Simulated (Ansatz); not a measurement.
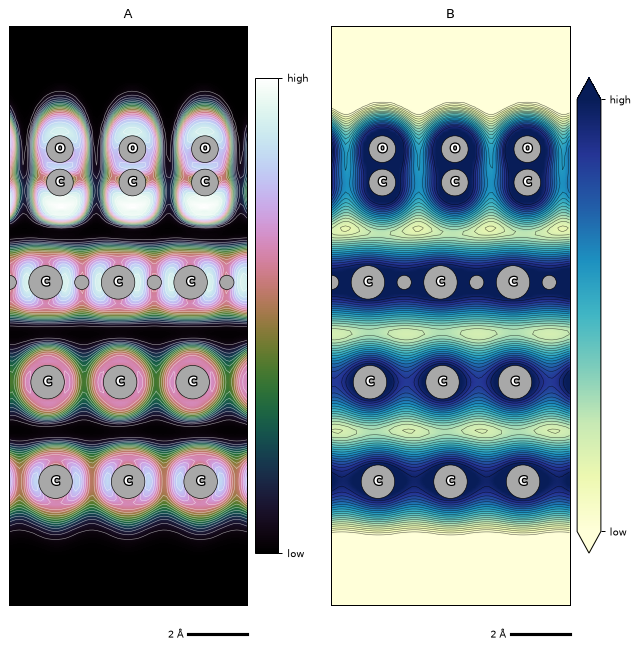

C7O (slab): 2 fields on the (11̄0) plane of the calculation cell, a cut from vacuum to vacuum, with unlabelled colour scales. Grey discs cover the atomic cores.

The SCF solution may not be the lowest one.

All numbers below come from Ansatz 0.2.0, DFT PBE+D3(BJ), scalar-relativistic, plane waves, PAW.

Which field does each panel show? The fields are: electron localisation function and valence pseudo-density.

Answer. Panel A: electron localisation function. Panel B: valence pseudo-density. From the grid: C–O (1.13 Å): ρ is about 4.1 e/Å³ halfway; the ELF peaks at about 0.85 between the atoms.
